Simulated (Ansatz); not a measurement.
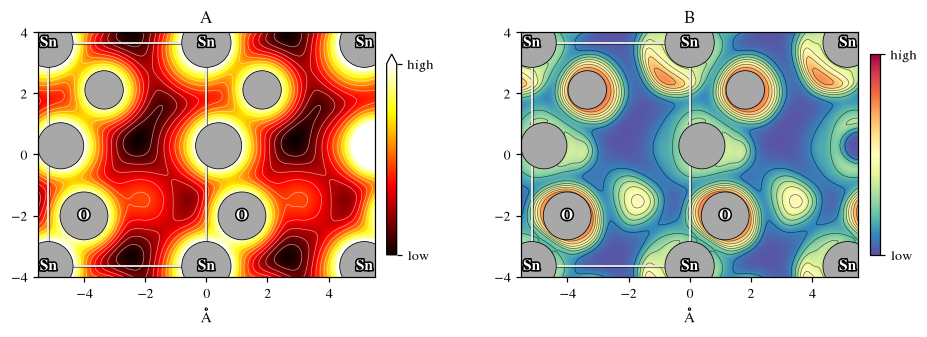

SnO: 2 fields on the (101) plane of the conventional cell, with unlabelled colour scales. Grey discs cover the atomic cores.

Space group P2₁3; a structure from a database of computed crystals, not necessarily the ambient phase; started from the FeSi-198 prototype, which need not be the ambient phase.

Theory: DFT, r2SCAN+rVV10, plane waves, PAW (Ansatz 0.2.0).

**Which field does each panel show? The fields are: electron localisation function and valence pseudo-density.**

Panel A: valence pseudo-density. Panel B: electron localisation function. From the grid: Sn–O (2.02 Å): the density is about 0.73 e/Å³ at the midpoint; the ELF peaks at about 0.80 in the valence shell of O, 0.6 Å from its nucleus, and is about 0.25 at the midpoint; no shared electron pair shows on this line.
